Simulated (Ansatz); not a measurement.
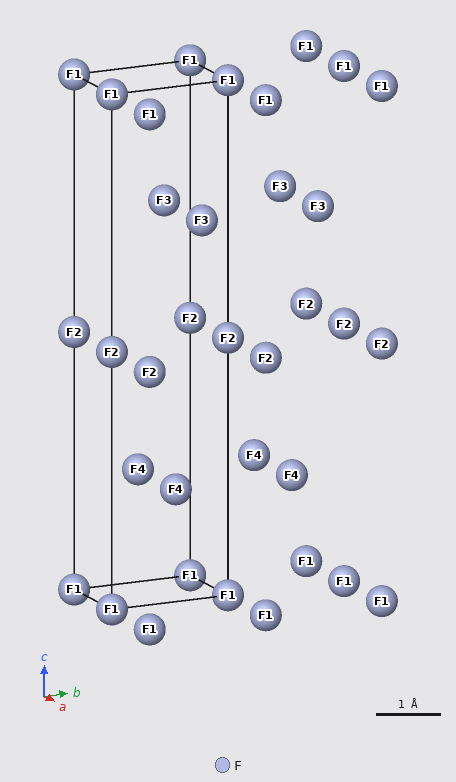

**Figure 1.** The structure as given in the input (ball-and-stick view of the cell of the calculation, set on other vectors, repeated 2 × 2 × 1, seen slightly off an axis; atoms are numbered from 1 in the order of the input).

**Run report: F, single-point calculation**

System: F (P6₃/mmc, 4 atoms in the cell).
Method: DFT, PBE, plane waves, PAW, no spin polarisation (Ansatz 0.2.0).

The structure is a generated one, with these elements put on the sites of a known structure type; it need not be a known phase. Figures and captions count atoms from 1; the log counts them from 0 in places.

Input:
```yaml
crystal:
  lattice:
    - [1.258931, 2.18053, 0.0]
    - [-1.258931, 2.18053, 0.0]
    - [0.0, 0.0, 8.153695]
  atoms:
    - { symbol: F, position: [0.0, 0.0, 0.0] }
    - { symbol: F, position: [0.0, 0.0, 0.5] }
    - { symbol: F, position: [0.33333, 0.33334, 0.75] }
    - { symbol: F, position: [0.66666, 0.66667, 0.25] }
  symmetry: { tolerance: 0.0003 }
kpoints:
  mp_grid: { grid: [8, 8, 3], shift: [0, 0, 0] }
magnetization:
  spin_polarized: false
scf:
  occupations: { method: methfessel_paxton, width: 0.0232 }
hamiltonian:
  pseudopotentials: { kind: paw }
  xc: pbe
basis:
  ecutwfc: "58.8 Ry"
output:
  forces: true
  stress: true
  eigenvalues: true
  write_density: true
  write_potential: true
  elf: true
  volumetric_format: npy
```

Run as:
```bash
ansatz run input.yaml --threads 1 --pin off --max-ram 2560MiB --backend cpu --events-out ev --progress --plain --runs-dir out
```

Output:
```
Warning: the atoms were moved onto the symmetric positions of the space group found under crystal.symmetry.tolerance 3.0e-4 (fractional; no operation is sought that the atoms, as they stand in a round, miss by more than twice it, and no atom is moved by as much as it), and the run uses the moved positions. Before a round's move an operation carried an atom to 1.89e-5 Å from where it should land, the largest such distance. Atom 2 (counting from 0) moved farthest, by 1.45e-5 Å; the longest move in fractions of the cell, of whichever atom, is 0.02 of the tolerance, in 1 round. To run the atoms as typed, lower crystal.symmetry.tolerance until the operations that they miss are no longer found, or set crystal.symmetry.detect: false (a key that needs symmetry detection or time reversal refuses this as the deck is read). The positions used, in the order of the run's atom list: position: [-1.387736429134083e-17, -4.047970454928301e-18, 0.0]; position: [-1.387736429134083e-17, -4.047970454928301e-18, 0.5]; position: [0.3333333333333333, 0.3333333333333333, 0.75]; position: [0.6666666666666667, 0.6666666666666666, 0.25]; The lattice was moved too: crystal.lattice keeps the space group found at crystal.symmetry.tolerance 3.0e-4 only nearly: the operation that it misses by the most changes a squared length by the fraction 1.95e-6. The run uses the lattice that is a stretch of the typed one, with no rotation, onto the one that keeps every operation to a double's rounding (on a very oblique basis the stretch itself rounds by more); the deck's lattice vector that moved farthest moved by 1.42e-6 Å. To run the lattice as typed, set crystal.symmetry.tolerance under 1.95e-6, the least fraction by which an operation that the lattice misses changes a squared length (the same key also sets how far an atom may lie from its image, so lowering it can lose operations that the atoms keep only within it), or set crystal.symmetry.detect: false, as for the atoms. crystal.lattice made exact, in Å and degrees: [[1.258930291238227, 2.180531227612093, 0.0], [-1.258930291238227, 2.180531227612093, 0.0], [0.0, 0.0, 8.153695]]. Pasted over the deck's crystal.lattice, beside positions in fractional coordinates, it runs the same cell (given as lengths and angles, that cell in the form's own orientation, a rigid turn of the misfit's size from the one run here, for which a checkpoint.post_process_only pass over this run's state can be refused: where this run relaxes nothing, give such a pass this deck's own crystal.lattice, as typed; behind a relaxation, as crystal.lattice, the state's own cell, identity.cell in its checkpoint.json), and a matrix so pasted ends this notice, except on a very skew basis of the lattice, where the rounding of the pasted numbers themselves can read as a misfit: the cell is then moved again, and that move is told again. The lattice as run is in this notice's lattice.as_run_ang field (Run.prep()["deck_notices"] in Python, the deck_notice line of an events file, deck_notices of ansatz run --dry-run=json, or deck_notices in record.json in the deck's checkpoint.write directory).
Engine: ansatz 0.2.0, x86_64-unknown-linux-gnu
Pseudopotentials: kind: paw
Pseudopotential: F, paw, valence charge 7, recommended cutoff 420 eV (normal), F.paw.azcp
Functional definition: PBE
  parameter kappa = 0.804
  parameter beta = 0.06672455060314922
  exchange = pbe_x(kappa = kappa, mu = beta*pi^2/3)
  correlation = pbe_c(beta = beta)
Crystal: 4 atoms, lattice volume = 44.766 Å³
Basis set: ecut = 800.0147556320471 eV, 2299 PW (Γ), exchange–correlation on 48×48×160 points (8 copies of the dense FFT grid, shifted against one another)
Bands: 18, of which v1, the nominal top of the filled ones, is band 14 counted from 1 (13 counted from 0)
Symmetry: 24 space group operations
Space group: P63/mmc (ITA 194), of the structure as read, at distance tolerance 1.1e-3 Å
k-points: 20 of 192
Non-local potential: F, projectors of the file, l = 0: 2, l = 1: 2, l = 2: 1
PAW form: soft (Blöchl's): semilocal exchange-correlation on the pseudo side does not see the compensation charge
PAW one-centre angular grid: F, 110 points (default); XC on 64 Gauss nodes
Initial density: superposition of atomic densities (neutral atoms: chi_scale 0, normalization atom), corrected by the library's trained network
Initial wavefunctions: pseudopotential atomic-orbital guess
Functional: x = pbe(κ = 0.804, μ = 0.2195149727645171), c = pbe(β = 0.06672455060314922)
SCF iter   1: F=—  HF=-3217.965070 eV  |F-HF|=—  |Δ(HF+E_count)|=         —  Δρ=9.60e-3  dr2=3.68e-2  ethr=1.77e-3  ⟨swp⟩=5.9  Hψ=1542  notcnv=0
preconditioner: auto → LDOS  [metal: Δε(μ)=0.002 eV  Ē_g=15.422 eV  σ=0.023 eV  W_gap=0.08  n_scr=6 (ndim 8)  ℏωp=29.4 eV  f_vac=0.023  D(μ)=35.47/eV (n_scr^D=1290)  β→1.0]
SCF iter   2: F=—  HF=-3217.962679 eV  |F-HF|=—  |Δ(HF+E_count)|=   2.39e-3  S|Δr|=    0.00e0  Δρ=1.27e-2  dr2=2.92e-2  ethr=1.31e-4  ⟨swp⟩=2.0  Hψ=596  notcnv=0  defer=9
SCF iter   3: F=—  HF=-3217.961448 eV  |F-HF|=—  |Δ(HF+E_count)|=   1.23e-3  S|Δr|=    0.00e0  Δρ=4.36e-3  dr2=5.09e-3  ethr=1.04e-4  ⟨swp⟩=1.0  Hψ=351  notcnv=0  defer=9
SCF iter   4: F=—  HF=-3217.961421 eV  |F-HF|=—  |Δ(HF+E_count)|=   2.68e-5  S|Δr|=    0.00e0  Δρ=3.12e-3  dr2=4.45e-3  ethr=1.82e-5  ⟨swp⟩=2.0  Hψ=417  notcnv=0  defer=9
SCF iter   5: F=—  HF=-3217.961343 eV  |F-HF|=—  |Δ(HF+E_count)|=   7.86e-5  S|Δr|=    0.00e0  Δρ=1.47e-3  dr2=9.75e-4  ethr=1.59e-5  ⟨swp⟩=1.0  Hψ=351  notcnv=0  defer=9
SCF iter   6: F=—  HF=-3217.961363 eV  |F-HF|=—  |Δ(HF+E_count)|=   2.00e-5  S|Δr|=    0.00e0  Δρ=4.56e-4  dr2=1.03e-4  ethr=3.48e-6  ⟨swp⟩=1.4  Hψ=362  notcnv=0  defer=9
SCF iter   7: F=—  HF=-3217.961358 eV  |F-HF|=—  |Δ(HF+E_count)|=   4.33e-6  S|Δr|=    0.00e0  Δρ=2.87e-4  dr2=3.40e-5  ethr=3.66e-7  ⟨swp⟩=1.0  Hψ=351  notcnv=0  defer=9
SCF iter   8: F=—  HF=-3217.961347 eV  |F-HF|=—  |Δ(HF+E_count)|=   1.14e-5  S|Δr|=    0.00e0  Δρ=3.25e-5  dr2=8.95e-8  ethr=3.57e-10  ⟨swp⟩=6.7  Hψ=2065  notcnv=0
SCF iter   9: F=-3217.961348 eV  HF=-3217.961348 eV  |F-HF|=5.98e-8  |Δ(HF+E_count)|=   1.06e-6  S|Δr|=    0.00e0  Δρ=1.70e-5  dr2=7.66e-8  ethr=3.20e-10  ⟨swp⟩=4.9  Hψ=1949  notcnv=0
SCF 1 converged in 9 iterations: F = -3217.961348 eV  dr2 = 7.66e-8
  greatest PAW one-centre occupation: 0.943 electrons in one spin orbital (limit 2), on the F atom at site 3 (counted from 0), in its partial waves of l = 0
```

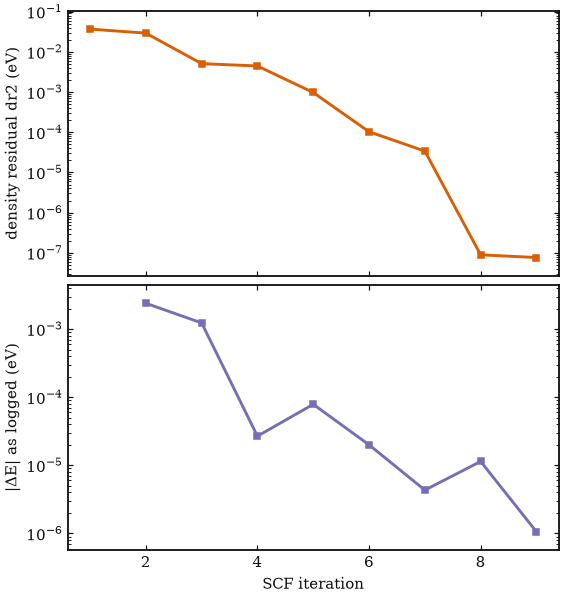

**Figure 2.** Convergence of the self-consistent field: density residual dr2 and size of the energy change against the SCF iteration. The residual falls at every step.

```
SCF converged after 9 iterations
Stability not checked: this state was not tested for a lower state beside it, because cold or Methfessel-Paxton smearing, or corrected tetrahedra, fill the levels in a way that the test cannot read (fill_not_monotonic; see scf.lower_state_search)
Free energy (F): -3217.961348 eV
Harris-Foulkes:  -3217.961348 eV  (|F-HF|=5.98e-8)
Internal energy: -3217.959509 eV  (E = F + TS)
E sigma→0 (E₀):  -3217.960888 eV
Entropy (-TS):   -0.001839 eV (-0.460 meV/atom)
Fermi energy:    -2.134158 eV
--- Per-component energies (eV) ---
  E_band       = -243.521643
  E_kinetic    = 795.324350
  E_local      = -2084.488145  (includes V_loc(G=0)·N_el)
  E_nonlocal   = 296.630405
  E_hartree    = 698.345843
  E_xc         = -307.763094
  E_vxc        = -393.778956  (∫ρ·V_xc dr)
  E_paw        = -793.900553  (= ΣΔE_a)
  E_vpaw       = -253.897546  (= ΣTr[D̂ρ^β])
  E_aug_tail   = 0.000309  (compensation charges beyond the density's cutoff)
  E_ewald      = -1822.108624
  E_smearing   = -0.001839  (= −TS)
  E_closure    = 0.000000  (closes the sum)
  Σ components = -3217.961348   (vs F -3217.961348, Δ=0.00e0)
--- Forces (eV/Å), atoms counted from 1 ---
  atom   1  F     -0.00000000    -0.00000000    -0.00000000
  atom   2  F     -0.00000000    -0.00000000     0.00000000
  atom   3  F     -0.00000000     0.00000000     0.00000000
  atom   4  F      0.00000000    -0.00000000     0.00000000
  max |Σ_I F_I| component: 1.16e-18 eV/Å
--- Stress (GPa, compression-positive) ---
       -3.432098       0.000000       0.000000
        0.000000      -3.432098       0.000000
        0.000000       0.000000      -4.581632
  P = ⅓ Tr σ = -3.8153 GPa (-38.153 kbar)
--- Band table (eV; the first three rows and the last of 20) ---
  k-point 0: bands = ["-23.2221", "-22.6347", "-22.6172", "-21.9512", "-5.4154", "-3.6619", "-3.6346", "-2.0367", "-2.0367", "-1.8669", "-1.8669", "-1.8535", "-1.8535", "-1.6790", "-1.6790", "-1.6482", "10.8957", "13.5624"]
  k-point 1: bands = ["-23.1460", "-22.9325", "-22.2999", "-22.0471", "-5.1850", "-4.5477", "-2.6939", "-2.0134", "-2.0134", "-1.9492", "-1.9492", "-1.9405", "-1.7700", "-1.7700", "-1.7035", "-1.7035", "11.2579", "12.2271"]
  k-point 2: bands = ["-23.0766", "-22.5219", "-22.5041", "-21.8814", "-5.2197", "-3.7170", "-3.6965", "-2.4627", "-2.2401", "-2.1643", "-2.1396", "-2.0667", "-1.9492", "-1.9366", "-1.7155", "-1.6991", "11.5918", "14.0418"]
  k-point 19: bands = ["-21.7843", "-21.7532", "-21.6659", "-21.6367", "-4.7108", "-4.6377", "-4.3162", "-4.2761", "-3.7335", "-3.6538", "-3.4253", "-3.1497", "-2.7426", "-2.4856", "-2.3166", "-2.2387", "17.9044", "17.9577"]
```

File rho_z.tsv:
```
# z_ang	rho[e/angstrom^3]
# format = ansatz-planar-average/11
# lattice	1.258930291	2.180531228	0.000000000
# lattice	-1.258930291	2.180531228	0.000000000
# lattice	0.000000000	0.000000000	8.153695000
# sites	4
# site	9	-0.000000000	-0.000000000	0.000000000
# site	9	-0.000000000	-0.000000000	4.076847500
# site	9	0.000000000	1.453687485	6.115271250
# site	9	0.000000000	2.907374970	2.038423750
0.000000	1.539698e0
0.101921	1.459287e0
0.203842	1.242094e0
0.305764	9.512540e-1
0.407685	6.633000e-1
0.509606	4.341358e-1
0.611527	2.796453e-1
0.713448	1.845158e-1
0.815370	1.281549e-1
0.917291	9.865542e-2
1.019212	8.956694e-2
1.121133	9.848534e-2
1.223054	1.277974e-1
1.324975	1.839451e-1
1.426897	2.788452e-1
1.528818	4.330729e-1
1.630739	6.619375e-1
1.732660	9.499645e-1
1.834581	1.242050e0
1.936503	1.461429e0
2.038424	1.543007e0
2.140345	1.461429e0
2.242266	1.242050e0
2.344187	9.499645e-1
2.446109	6.619375e-1
2.548030	4.330729e-1
2.649951	2.788452e-1
2.751872	1.839451e-1
2.853793	1.277974e-1
2.955714	9.848534e-2
3.057636	8.956694e-2
3.159557	9.865542e-2
3.261478	1.281549e-1
3.363399	1.845158e-1
3.465320	2.796453e-1
3.567242	4.341358e-1
3.669163	6.633000e-1
3.771084	9.512540e-1
3.873005	1.242094e0
3.974926	1.459287e0
4.076848	1.539698e0
4.178769	1.459287e0
4.280690	1.242094e0
4.382611	9.512540e-1
4.484532	6.633000e-1
4.586453	4.341358e-1
4.688375	2.796453e-1
4.790296	1.845158e-1
4.892217	1.281549e-1
4.994138	9.865542e-2
5.096059	8.956694e-2
5.197981	9.848534e-2
5.299902	1.277974e-1
5.401823	1.839451e-1
5.503744	2.788452e-1
5.605665	4.330729e-1
5.707587	6.619375e-1
5.809508	9.499645e-1
5.911429	1.242050e0
6.013350	1.461429e0
6.115271	1.543007e0
6.217192	1.461429e0
6.319114	1.242050e0
6.421035	9.499645e-1
6.522956	6.619375e-1
6.624877	4.330729e-1
6.726798	2.788452e-1
6.828720	1.839451e-1
6.930641	1.277974e-1
7.032562	9.848534e-2
7.134483	8.956694e-2
7.236404	9.865542e-2
7.338326	1.281549e-1
7.440247	1.845158e-1
7.542168	2.796453e-1
7.644089	4.341358e-1
7.746010	6.633000e-1
7.847931	9.512540e-1
7.949853	1.242094e0
8.051774	1.459287e0
```

File v_z.tsv:
```
# z_ang	v_es[eV]	v_tot[eV]
# format = ansatz-planar-average/11
# xc	pbe
# density_cutoff_ev	3200.0590225281885
# datasets	F=:simpson_from_first_knot:soft
# lattice	1.258930291	2.180531228	0.000000000
# lattice	-1.258930291	2.180531228	0.000000000
# lattice	0.000000000	0.000000000	8.153695000
# sites	4
# site	9	-0.000000000	-0.000000000	0.000000000
# site	9	-0.000000000	-0.000000000	4.076847500
# site	9	0.000000000	1.453687485	6.115271250
# site	9	0.000000000	2.907374970	2.038423750
0.000000	-4.546117e0	-1.722625e1
0.101921	-4.239724e0	-1.678715e1
0.203842	-3.276362e0	-1.543228e1
0.305764	-1.678270e0	-1.320190e1
0.407685	3.659461e-1	-1.032136e1
0.509606	2.651167e0	-7.052736e0
0.611527	4.879674e0	-3.800772e0
0.713448	6.390656e0	-1.315342e0
0.815370	6.894635e0	-1.133141e-2
0.917291	7.056221e0	6.479532e-1
1.019212	7.149407e0	9.118500e-1
1.121133	7.052751e0	6.505828e-1
1.223054	6.888017e0	-7.214839e-3
1.324975	6.381566e0	-1.312992e0
1.426897	4.869186e0	-3.801917e0
1.528818	2.640792e0	-7.056878e0
1.630739	3.576903e-1	-1.032755e1
1.732660	-1.681899e0	-1.320781e1
1.834581	-3.273132e0	-1.543496e1
1.936503	-4.229716e0	-1.678552e1
2.038424	-4.533195e0	-1.722255e1
2.140345	-4.229716e0	-1.678552e1
2.242266	-3.273132e0	-1.543496e1
2.344187	-1.681899e0	-1.320781e1
2.446109	3.576903e-1	-1.032755e1
2.548030	2.640792e0	-7.056878e0
2.649951	4.869186e0	-3.801917e0
2.751872	6.381566e0	-1.312992e0
2.853793	6.888017e0	-7.214839e-3
2.955714	7.052751e0	6.505828e-1
3.057636	7.149407e0	9.118500e-1
3.159557	7.056221e0	6.479532e-1
3.261478	6.894635e0	-1.133141e-2
3.363399	6.390656e0	-1.315342e0
3.465320	4.879674e0	-3.800772e0
3.567242	2.651167e0	-7.052736e0
3.669163	3.659461e-1	-1.032136e1
3.771084	-1.678270e0	-1.320190e1
3.873005	-3.276362e0	-1.543228e1
3.974926	-4.239724e0	-1.678715e1
4.076848	-4.546117e0	-1.722625e1
4.178769	-4.239724e0	-1.678715e1
4.280690	-3.276362e0	-1.543228e1
4.382611	-1.678270e0	-1.320190e1
4.484532	3.659461e-1	-1.032136e1
4.586453	2.651167e0	-7.052736e0
4.688375	4.879674e0	-3.800772e0
4.790296	6.390656e0	-1.315342e0
4.892217	6.894635e0	-1.133141e-2
4.994138	7.056221e0	6.479532e-1
5.096059	7.149407e0	9.118500e-1
5.197981	7.052751e0	6.505828e-1
5.299902	6.888017e0	-7.214839e-3
5.401823	6.381566e0	-1.312992e0
5.503744	4.869186e0	-3.801917e0
5.605665	2.640792e0	-7.056878e0
5.707587	3.576903e-1	-1.032755e1
5.809508	-1.681899e0	-1.320781e1
5.911429	-3.273132e0	-1.543496e1
6.013350	-4.229716e0	-1.678552e1
6.115271	-4.533195e0	-1.722255e1
6.217192	-4.229716e0	-1.678552e1
6.319114	-3.273132e0	-1.543496e1
6.421035	-1.681899e0	-1.320781e1
6.522956	3.576903e-1	-1.032755e1
6.624877	2.640792e0	-7.056878e0
6.726798	4.869186e0	-3.801917e0
6.828720	6.381566e0	-1.312992e0
6.930641	6.888017e0	-7.214839e-3
7.032562	7.052751e0	6.505828e-1
7.134483	7.149407e0	9.118500e-1
7.236404	7.056221e0	6.479532e-1
7.338326	6.894635e0	-1.133141e-2
7.440247	6.390656e0	-1.315342e0
7.542168	4.879674e0	-3.800772e0
7.644089	2.651167e0	-7.052736e0
7.746010	3.659461e-1	-1.032136e1
7.847931	-1.678270e0	-1.320190e1
7.949853	-3.276362e0	-1.543228e1
8.051774	-4.239724e0	-1.678715e1
```

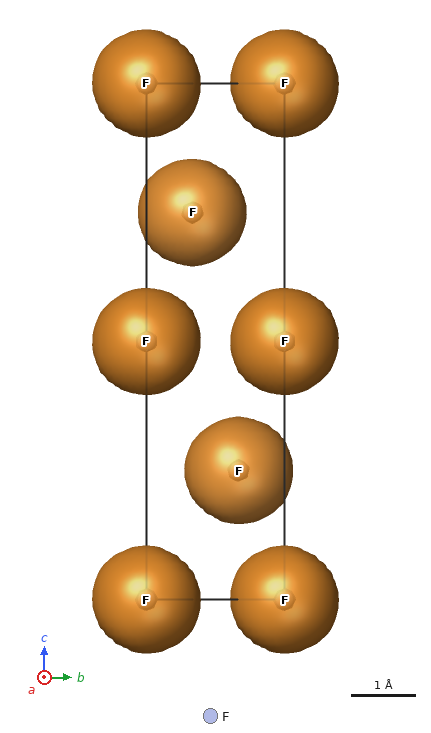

**Figure 3.** Isosurface of the electron localisation function at 0.6 (orange), seen along the a axis. Core shells and regions of very low density are left out. Sticks mark near contacts. The outline is the cell set on symmetry axes. The fields are those of the smooth PAW valence density.

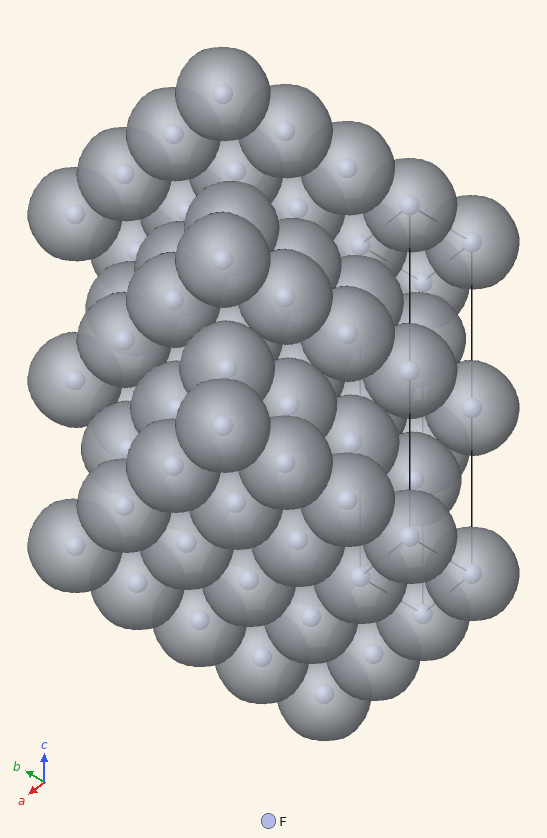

**Figure 4.** Isosurface of the valence charge density (pseudo) at 0.15 e/Å³ (grey), seen at an oblique angle. Sticks mark near contacts. The outline is the cell set on symmetry axes. At this value the density breaks into separate islands; it holds about 95 % of the electrons treated as valence. It is pinched off along the F–F (2.50 Å) contacts. On the grid the lowest density along these lines, outside the cores, is 0.1 e/Å³ (F–F, 2.50 Å).

Summary:

```csv
quantity,value
outcome,converged
space group (tolerance 0.01 Å),P6₃/mmc (194)
electrons treated,28
free energy,−3217.9613 eV
Fermi energy,−2.134 eV
pressure,−3.82 GPa
largest force (length of the vector),under 0.001 eV/Å
hardware,"1 thread of Intel Xeon (Emerald Rapids), 128 GiB of memory available, shared host"
wall time,1.7 s
peak memory,0.46 GiB
```

Remarks:

Settings chosen away from the usual ones: basis.ecutwfc set to 58.8 Ry (from 420). Warnings of the run: the structure was made exactly symmetric.
